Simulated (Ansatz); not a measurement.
# Run report: B₂₄N₂₃, single-point calculation (part 2 of 2)

The same run, continued: B₂₄N₂₃ (defect cell, 47 atoms in the cell); DFT PBE, scalar-relativistic, plane waves, PAW, spin-polarised (Ansatz 0.2.0); cutoff 420 eV, 2×2×2 k-mesh, Gaussian smearing of 0.05 eV, collinear spins. The structure derives from an entry of the Crystallography Open Database.

Output, continued:
```
Per-site moments (μB) at R_I (Å): [(0.0001873217770081869, 0.5950729104545143), (0.00019486439972326962, 0.5951397231062137), (0.00012555611463408397, 0.5947452547474057), (9.959328443286724e-5, 0.5947372688726292), (-1.932490210575855e-6, 0.5946168282426719), (-6.812134345451614e-6, 0.5946476437834286), (0.00038936957065731137, 0.5949279426807373), (0.0004205668038318113, 0.5948571926949865), (4.4621766595426105e-6, 0.5946394407605031), (-1.3333450007467753e-5, 0.5946604449323663), (0.00013336135124740868, 0.5947119801929893), (9.080432430571334e-5, 0.594722514539144), (0.03585661635052436, 0.6036344729512603), (0.009678630026778963, 0.5927331314058125), (0.034683294098124505, 0.6035481675699624), (0.002488495291294562, 0.5959969806697724), (0.0024917119219327777, 0.5960877080430105), (0.009619923664724412, 0.592483369969276), (0.0023154882798284925, 0.5961394485428143), (0.0023087286206706042, 0.5961857931039645), (0.002511864130811862, 0.596093909767269), (0.009610441145470619, 0.5925826058281689), (0.0024811291923037214, 0.5960105636373518), (0.03486990338041682, 0.6032935718359473), (0.0008924267165789927, 0.5959969806697724), (-0.002279920625300627, 0.5927772812773489), (-0.0024429548242340007, 0.592483369969276), (-0.0018350008673009921, 0.603496693817765), (-0.0020330412748671926, 0.5926369417051466), (0.0002498220786018733, 0.596093909767269), (0.0002805333100689258, 0.5960877080430105), (-0.001835107808347208, 0.6035056948167874), (-0.00205453201123179, 0.5927016150992503), (-0.0024819956772686174, 0.5925826058281689), (-0.002261341028780655, 0.5927331314058125), (0.0033008651492750095, 0.5947119801929893), (0.0031346568350116392, 0.594722514539144), (0.0026265469997012237, 0.5946476437834286), (0.0024468373215571623, 0.5946168282426719), (0.000999926276213095, 0.5948571926949865), (0.0009009505418602679, 0.5949279426807373), (0.00035574187604765236, 0.5950407529741648), (0.0003486418613365028, 0.5950774332141894), (0.000949777074840532, 0.594931229848008), (0.0009471228823200677, 0.5949304231698603), (0.002788146034433106, 0.5946394407605031), (0.002315127929691461, 0.5946604449323663)]
Free energy (F): -12626.097549 eV
Harris-Foulkes:  -12626.097549 eV  (|F-HF|=1.05e-8)
Internal energy: -12626.091287 eV  (E = F + TS)
E sigma→0 (E₀):  -12626.094418 eV
Entropy (-TS):   -0.006263 eV (-0.133 meV/atom)
Fermi energy:    7.633669 eV
--- Per-component energies (eV) ---
  E_band       = -455.857871
  E_kinetic    = 4250.999664
  E_local      = -8116.066025  (includes V_loc(G=0)·N_el)
  E_nonlocal   = 1339.432591
  E_hartree    = 2628.926537
  E_xc         = -2146.744178
  E_vxc        = -2661.356974  (∫ρ·V_xc dr)
  E_paw        = -4834.124465  (= ΣΔE_a)
  E_vpaw       = -526.722900  (= ΣTr[D̂ρ^β])
  E_aug_tail   = 0.002283  (compensation charges beyond the density's cutoff)
  E_ewald      = -5748.517692
  E_smearing   = -0.006263  (= −TS)
  E_closure    = 0.000000  (closes the sum)
  Σ components = -12626.097549   (vs F -12626.097549, Δ=0.00e0)
--- Forces (eV/Å), atoms counted from 1 ---
  atom   1  B     -0.00438631     0.00496603     0.00354321
  atom   2  B      0.00002796    -0.00070271     0.00641052
  atom   3  B     -0.00307148    -0.00198495    -0.00017054
  atom   4  B     -0.00210425    -0.00454065     0.00364296
  atom   5  B     -0.00018247     0.00108554    -0.00055541
  atom   6  B     -0.00467948    -0.00001889     0.00288118
  atom   7  B     -0.00103527     0.00195454    -0.00178247
  atom   8  B      0.00252111     0.00233753    -0.00383512
  atom   9  B      0.00099457     0.00018066    -0.00591363
  atom  10  B     -0.00357710     0.00088725     0.00127292
  atom  11  B      0.00033906    -0.00075355    -0.00223878
  atom  12  B      0.00046454    -0.00035502     0.00154713
  atom  13  B      0.01990339    -0.01863385    -0.00309014
  atom  14  B      0.00553965    -0.00058119     0.00246817
  atom  15  B      0.00292912     0.03326791     0.00141080
  atom  16  B      0.00010250    -0.00648007     0.00335611
  atom  17  B      0.00368134    -0.00517838     0.00248248
  atom  18  B      0.01245782     0.00688181    -0.00129014
  atom  19  B      0.00013911     0.00326356    -0.00929763
  atom  20  B     -0.00754743    -0.00020033    -0.00207249
  atom  21  B      0.00007124    -0.00264818     0.00456055
  atom  22  B      0.00425514    -0.00224574    -0.00564209
  atom  23  B      0.00056514     0.00448646    -0.00360120
  atom  24  B     -0.01527043    -0.01200100    -0.00522197
  atom  25  N      0.00020338     0.00098086     0.00350344
  atom  26  N     -0.00272092    -0.01056817     0.00291472
  atom  27  N     -0.01024503     0.00454671    -0.00106471
  atom  28  N     -0.00177077    -0.00114598     0.00157309
  atom  29  N     -0.00645044    -0.00983558    -0.00548165
  atom  30  N     -0.00636390    -0.00143227    -0.00585761
  atom  31  N     -0.00162769     0.00133558     0.00074771
  atom  32  N     -0.00058580     0.00252551    -0.00337248
  atom  33  N      0.00566181     0.01040974     0.00728592
  atom  34  N     -0.00393031     0.00173109     0.00587475
  atom  35  N      0.00439307     0.00050659    -0.00055579
  atom  36  N      0.00361309     0.00392112     0.00105021
  atom  37  N      0.00068527     0.00105198     0.00751454
  atom  38  N      0.00053366     0.00179121    -0.00372408
  atom  39  N     -0.00025158    -0.00141767     0.00319952
  atom  40  N     -0.00219026     0.00115055    -0.00103568
  atom  41  N      0.00473307    -0.00082737     0.00361635
  atom  42  N      0.00114741     0.00218082    -0.00037425
  atom  43  N      0.00204947    -0.00037254    -0.00176827
  atom  44  N     -0.00229019    -0.00138642    -0.00190749
  atom  45  N      0.00161427    -0.00209244    -0.00026932
  atom  46  N      0.00180368    -0.00296565     0.00218439
  atom  47  N     -0.00014459    -0.00307657    -0.00291885
  max |Σ_I F_I| component: 4.16e-6 eV/Å
--- Band table (eV; the first three rows and the last of 16) ---
  k-point 0 ↑: bands = ["-13.1316", "-12.8386", "-11.6926", "-11.6566", "-11.6111", "-11.5679", "-11.5034", "-11.4918", "-11.4905", "-11.4795", "-11.4753", "-11.4207", "-11.3774", "-10.9020", "-10.0248", "-10.0179", "-9.8968", "-9.8946", "-9.8902", "-9.6037", "-9.3481", "-9.3086", "-9.3081", "-4.3009", "-4.2150", "-4.2130", "-4.2117", "-4.1270", "-4.1161", "-3.2902", "-3.2899", "-3.1233", "-3.1221", "-2.9486", "-2.4640", "-2.4554", "-2.4263", "-2.4247", "-1.5463", "-0.9147", "-0.8621", "-0.8566", "-0.8265", "-0.8251", "-0.8240", "-0.8223", "-0.8152", "-0.8136", "-0.4867", "-0.4815", "0.3824", "0.4396", "0.5293", "0.5325", "0.5516", "0.5520", "0.5644", "0.5647", "0.5704", "0.6557", "0.6896", "0.6932", "0.7733", "0.7757", "0.7761", "0.7843", "0.7848", "0.7863", "0.9919", "1.3308", "1.3643", "1.4257", "1.4320", "1.4519", "1.4600", "1.4640", "1.8576", "2.2673", "2.4168", "2.6009", "2.6632", "2.6653", "3.2490", "3.3852", "3.3864", "3.6324", "3.7612", "3.7727", "3.9735", "4.2653", "4.4871", "4.6002", "4.6005", "7.5639", "8.8820", "9.1238", "9.1913", "9.2032", "9.3658", "9.3722", "9.4228", "9.4739", "9.4869", "9.5606", "9.7430", "10.0303", "10.4208", "12.4152", "12.4940", "12.4997", "12.5193", "12.5631", "12.6704", "12.7330", "12.7529", "12.7619", "12.7914", "12.8851", "13.1433", "13.1480", "14.1263", "14.3188", "14.5460", "14.5659", "14.6859", "14.6914", "14.8300", "15.3624", "15.4443", "15.4508", "15.4649", "15.4834", "15.4873", "15.4914", "15.5207", "15.6905", "15.9555", "16.1909", "16.2227", "16.3983", "16.4019", "16.6338"]
  k-point 1 ↑: bands = ["-12.7817", "-12.6911", "-12.4947", "-12.4059", "-11.9666", "-11.8472", "-11.8445", "-11.6755", "-10.7323", "-10.6953", "-10.6018", "-10.5637", "-10.5612", "-10.5552", "-10.5536", "-10.3399", "-10.1503", "-10.0334", "-9.9818", "-9.9124", "-9.7035", "-9.6422", "-9.6388", "-4.0799", "-3.9818", "-3.8826", "-3.8806", "-3.7564", "-3.0384", "-2.9956", "-2.9760", "-2.9330", "-2.9315", "-2.9234", "-2.9212", "-2.9161", "-2.9147", "-2.7833", "-2.2748", "-1.3943", "-1.3512", "-1.1771", "-1.1759", "-1.0484", "-1.0416", "-0.9474", "-0.9361", "-0.7829", "-0.7794", "-0.4107", "-0.4067", "-0.3218", "-0.1580", "0.3426", "0.4545", "0.4933", "0.4947", "0.5024", "0.5069", "0.7896", "0.8534", "0.9087", "0.9617", "1.0116", "1.0222", "1.0272", "1.2572", "1.6622", "1.6665", "1.7525", "1.7568", "1.7883", "1.8964", "1.9060", "2.5136", "2.5598", "2.5922", "2.6047", "2.6109", "2.6134", "2.6992", "2.7533", "2.7559", "2.7637", "2.8197", "2.8550", "2.9175", "3.2922", "3.6319", "3.9094", "4.1465", "4.3351", "4.4519", "7.1858", "9.0274", "9.0882", "9.1629", "9.1867", "10.0518", "10.1228", "10.1347", "10.2477", "10.6641", "10.6991", "10.7557", "10.7803", "10.7810", "10.8035", "10.8206", "10.9284", "10.9288", "10.9545", "10.9571", "11.8353", "12.7697", "12.9163", "12.9763", "13.7287", "14.5410", "14.8374", "14.8497", "14.8514", "14.8689", "14.9641", "15.0001", "15.0137", "15.1133", "15.1861", "15.1885", "15.1972", "15.2107", "15.2288", "15.7521", "15.7758", "15.8933", "15.9403", "16.1412", "16.2688", "16.2800", "16.3435", "16.3763", "16.5288"]
  k-point 2 ↑: bands = ["-12.7389", "-12.6634", "-12.5304", "-12.4513", "-12.0125", "-11.8766", "-11.7975", "-11.6369", "-10.7501", "-10.7176", "-10.6468", "-10.5671", "-10.5367", "-10.5348", "-10.5135", "-10.3339", "-10.1348", "-10.0266", "-9.9984", "-9.9197", "-9.6940", "-9.6487", "-9.6398", "-4.0719", "-3.9746", "-3.8911", "-3.8846", "-3.7638", "-3.0420", "-3.0007", "-2.9859", "-2.9330", "-2.9263", "-2.9214", "-2.9158", "-2.9150", "-2.9111", "-2.7785", "-2.2702", "-1.3952", "-1.3492", "-1.1801", "-1.1798", "-1.0512", "-0.9426", "-0.7875", "-0.7859", "-0.7767", "-0.6952", "-0.4035", "-0.4004", "-0.3311", "-0.1486", "0.2737", "0.3429", "0.4007", "0.4482", "0.4975", "0.5018", "0.5035", "0.5098", "0.6184", "0.7580", "0.8016", "1.0269", "1.6164", "1.6523", "1.6653", "1.7481", "1.7520", "1.7568", "1.7933", "1.9078", "1.9084", "2.1402", "2.1602", "2.2040", "2.4427", "2.5202", "2.6085", "2.6121", "2.6880", "3.0216", "3.1190", "3.2622", "3.2723", "3.2983", "3.5035", "3.7689", "3.8734", "3.9551", "4.2346", "4.3707", "7.2101", "9.0832", "9.1216", "9.1500", "9.1881", "9.8603", "9.8989", "10.1182", "10.2551", "10.5211", "10.5494", "10.6004", "10.6112", "10.6380", "10.9177", "11.2320", "11.2704", "11.2850", "11.3668", "11.4076", "11.9338", "12.2251", "12.5660", "13.3049", "13.6526", "14.0792", "14.1179", "14.1804", "14.2266", "14.2840", "14.3612", "14.4914", "15.1304", "15.1975", "15.2854", "15.3305", "15.3576", "15.4943", "15.6127", "15.7267", "15.9182", "16.0588", "16.0906", "16.1194", "16.2130", "16.2515", "16.3123", "16.3484", "16.3793"]
  k-point 7 ↓: bands = ["-12.6615", "-12.6121", "-12.5950", "-12.4924", "-12.0320", "-11.8941", "-11.7592", "-11.6043", "-10.7604", "-10.7319", "-10.6617", "-10.5723", "-10.5142", "-10.5137", "-10.4801", "-10.3109", "-10.1092", "-10.0166", "-10.0143", "-9.9248", "-9.6838", "-9.6535", "-9.6389", "-3.9994", "-3.9576", "-3.9020", "-3.8871", "-3.7311", "-3.0219", "-2.9985", "-2.9802", "-2.9303", "-2.9202", "-2.9172", "-2.9155", "-2.9123", "-2.8938", "-2.7461", "-2.2384", "-1.3758", "-1.2956", "-1.1820", "-1.1815", "-1.0348", "-0.9086", "-0.7901", "-0.7808", "-0.3917", "-0.3894", "-0.3120", "-0.1298", "-0.1174", "-0.1033", "-0.0969", "-0.0082", "0.0542", "0.3299", "0.3573", "0.4432", "0.5025", "0.5038", "0.5116", "0.5166", "0.8067", "1.0778", "1.6633", "1.6891", "1.7489", "1.7630", "1.8063", "1.9104", "1.9175", "1.9640", "1.9702", "1.9782", "2.0295", "2.0374", "2.3851", "2.5236", "2.6072", "2.6140", "2.7847", "3.4298", "3.5013", "3.5247", "3.5396", "3.5526", "3.5653", "3.5747", "3.8249", "4.0541", "4.1290", "4.1560", "7.7029", "9.3226", "9.3709", "9.4124", "9.5020", "9.5618", "9.6167", "10.2850", "10.4176", "10.4300", "10.4850", "10.5412", "10.6671", "10.6825", "10.9355", "11.5154", "11.5897", "11.6160", "11.8386", "11.9291", "12.1648", "12.7140", "12.8171", "12.9967", "13.0060", "13.4810", "13.7054", "13.7860", "13.8449", "13.8539", "14.0047", "14.0549", "15.1780", "15.2391", "15.3414", "15.3630", "15.4106", "15.5679", "15.6462", "16.0718", "16.1509", "16.1777", "16.1881", "16.3002", "16.3184", "16.3806", "16.5916", "16.6077", "16.6513"]
--- Löwdin populations: 47 sites ---
  site symbol       q [e]    m [muB]
     0      B      2.6076     0.0036
     1      B      2.6078     0.0037
     2      B      2.6038     0.0006
     3      B      2.6039     0.0005
     4      B      2.6046     0.0000
     5      B      2.6047    -0.0001
     6      B      2.6061     0.0014
     7      B      2.6063     0.0016
     8      B      2.6047    -0.0000
     9      B      2.6047    -0.0000
    10      B      2.6038     0.0006
    11      B      2.6041     0.0005
    12      B      2.7702     0.1864
    13      B      2.6131     0.0375
    14      B      2.7681     0.1812
    15      B      2.5994     0.0106
    16      B      2.6001     0.0106
    17      B      2.6138     0.0369
    18      B      2.6003     0.0098
    19      B      2.6004     0.0098
    20      B      2.6000     0.0107
    21      B      2.6138     0.0368
    22      B      2.5993     0.0106
    23      B      2.7666     0.1817
    24      N      5.3336     0.0013
    25      N      5.3179    -0.0046
    26      N      5.3177    -0.0049
    27      N      5.3396    -0.0034
    28      N      5.3177    -0.0043
    29      N      5.3330     0.0003
    30      N      5.3330     0.0004
    31      N      5.3396    -0.0034
    32      N      5.3177    -0.0044
    33      N      5.3177    -0.0050
    34      N      5.3180    -0.0046
    35      N      5.3361     0.0050
    36      N      5.3363     0.0048
    37      N      5.3369     0.0039
    38      N      5.3370     0.0037
    39      N      5.3385     0.0016
    40      N      5.3385     0.0014
    41      N      5.3389     0.0005
    42      N      5.3388     0.0005
    43      N      5.3385     0.0015
    44      N      5.3385     0.0015
    45      N      5.3368     0.0041
    46      N      5.3372     0.0035
  spilling = 0.007247 (of n_electrons = 187.000000)
--- Bader charges: 47 sites ---
  site symbol  charge [e]  shift [e]    m [muB]
     0      B      2.2217     0.0005     0.0021
     1      B      2.2216     0.0005     0.0021
     2      B      2.2240     0.0005     0.0002
     3      B      2.2238     0.0005     0.0002
     4      B      2.2238     0.0005     0.0000
     5      B      2.2238     0.0005     0.0000
     6      B      2.2228     0.0005     0.0006
     7      B      2.2229     0.0005     0.0007
     8      B      2.2238     0.0005     0.0000
     9      B      2.2238     0.0005     0.0000
    10      B      2.2240     0.0005     0.0002
    11      B      2.2238     0.0005     0.0002
    12      B      1.4978     0.0006     0.1345
    13      B      2.2121     0.0005     0.0155
    14      B      1.5000     0.0006     0.1311
    15      B      2.2071     0.0005     0.0043
    16      B      2.2065     0.0005     0.0043
    17      B      2.2115     0.0005     0.0153
    18      B      2.2065     0.0005     0.0040
    19      B      2.2064     0.0005     0.0040
    20      B      2.2066     0.0005     0.0043
    21      B      2.2115     0.0005     0.0153
    22      B      2.2070     0.0005     0.0043
    23      B      1.5043     0.0006     0.1314
    24      N     -2.2234     0.0005     0.0112
    25      N     -2.2124     0.0006     0.0275
    26      N     -2.2129     0.0006     0.0280
    27      N     -2.2043     0.0005     0.0021
    28      N     -2.2128     0.0006     0.0277
    29      N     -2.2224     0.0005     0.0100
    30      N     -2.2224     0.0005     0.0100
    31      N     -2.2043     0.0005     0.0021
    32      N     -2.2131     0.0006     0.0276
    33      N     -2.2127     0.0006     0.0279
    34      N     -2.2129     0.0006     0.0276
    35      N     -2.2261     0.0005     0.0106
    36      N     -2.2259     0.0005     0.0101
    37      N     -2.2269     0.0005     0.0091
    38      N     -2.2268     0.0005     0.0085
    39      N     -2.2239     0.0005     0.0025
    40      N     -2.2238     0.0005     0.0022
    41      N     -2.2244     0.0005     0.0011
    42      N     -2.2244     0.0005     0.0011
    43      N     -2.2237     0.0005     0.0023
    44      N     -2.2239     0.0005     0.0024
    45      N     -2.2270     0.0005     0.0096
    46      N     -2.2268     0.0005     0.0081
  estimated error of the sums over rays = 4.4e-4 e
```

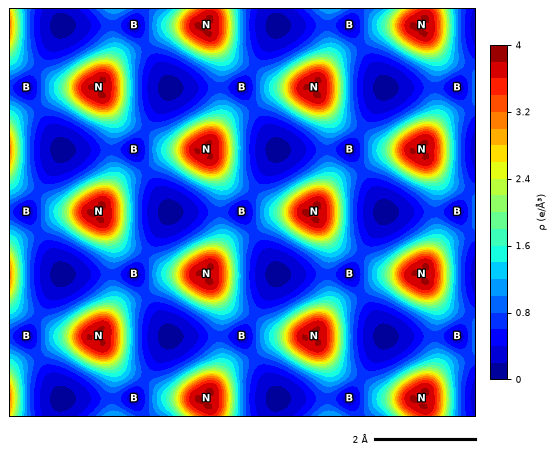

Figure 1. Valence electron density on the (11̄0) plane of the calculation cell. B–N (1.44 Å): ρ at the midpoint is about 1.8 e/Å³. Away from the nuclei the density in this plane falls to 0.15 e/Å³ at its lowest. In a PAW calculation such maps are meaningful between the atoms, not at the nuclei.

Summary:

- outcome: converged
- electrons treated: 187
- free energy: −12626.0975 eV
- Fermi energy: 7.634 eV
- gap on the k-point mesh: none (metallic)
- net moment of the cell: 0.74 μB
- integrated absolute moment: 0.83 μB
- largest force (length of the vector): 0.033 eV/Å
- wall time: 3.8 min (CPU time 15 min)
- peak memory: 2 GiB
